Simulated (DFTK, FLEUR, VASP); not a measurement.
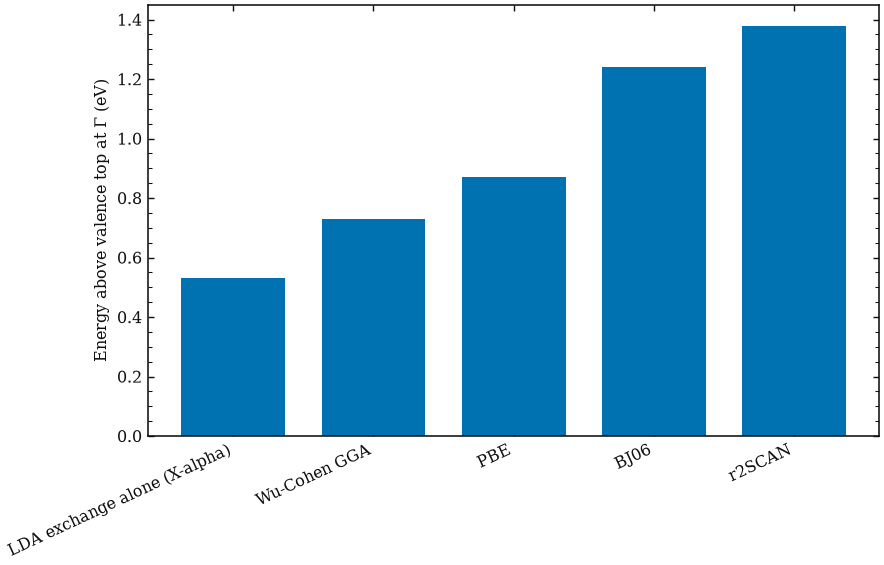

Lowest conduction level at Γ, counted from the valence-band top at Γ, by several methods on one cell of zincblende CdTe, space group F-43m, 2 atoms in the primitive cell; cubic a = 6.410 Å. All runs are without spin-orbit coupling and carry no moments.

```csv
method,program,Γ (eV)
LDA exchange alone (X-alpha),FLEUR,0.53
Wu-Cohen GGA,FLEUR,0.73
PBE,VASP,0.87
BJ06,DFTK,1.24
r2SCAN,VASP,1.38
```

Q: What does r2SCAN-EpsX give? It was run as: r2SCAN-EpsX, a hybrid whose share of exact exchange is set to 1/ε∞, VASP PAW PBE potentials, release 64 (Te, Cd), 6×6×6 k mesh, 520 eV cutoff, Gaussian smearing of 0.02 eV (VASP).

A: Exact exchange opens the gap over the semilocal values shown, the highest of which is 1.38 eV (r2SCAN) at Γ. r2SCAN-EpsX gives 1.86 eV at Γ, which is +0.99 eV from PBE at Γ.

Q: How do the methods rank at Γ?

A: From low to high: LDA exchange alone (X-alpha) 0.53, Wu-Cohen GGA 0.73, PBE 0.87, BJ06 1.24, r2SCAN 1.38, r2SCAN-EpsX 1.86 eV.

Settings. LDA exchange alone (X-alpha): all-electron, 7×7×7 k mesh, Fermi-Dirac smearing of 0.05 eV (FLEUR MaX-R8.1 (patched build s14)). Wu-Cohen GGA: all-electron, 7×7×7 k mesh, Fermi-Dirac smearing of 0.05 eV (FLEUR MaX-R8.1 (patched build s14)). PBE: VASP PAW PBE potentials, release 64 (Te, Cd), 13×13×13 k mesh, 800 eV cutoff, Gaussian smearing of 0.01 eV (VASP). BJ06: SG15 1.2 (PBE), 6×6×6 k mesh, 1225 eV cutoff, Fermi-Dirac smearing of 0.05 eV (DFTK 0.8.2). r2SCAN: VASP PAW PBE potentials, release 64 (Te, Cd), 8×8×8 k mesh, 520 eV cutoff, Gaussian smearing of 0.02 eV (VASP 6.6.1).

These are six of the 33 methods that were run on this cell. Runs that lie over 0.07 eV from the median of the programs for their method weren't drawn. The runs come from different programs and meshes, which adds differences of its own. Spin-orbit coupling is left out, which matters for Te. LDA, GGA and most meta-GGA functionals understate gaps. r2SCAN and r2SCAN-EpsX: the PAW data sets were made with another functional. BJ06: the program leaves the constant c of mgga_x_tb09 at 1, so the potential is Becke-Johnson's (BJ06) and not Tran and Blaha's, with levels but no total energy. BJ06: the potentials were made for another functional. BJ06: this is a model potential, with no total energy.
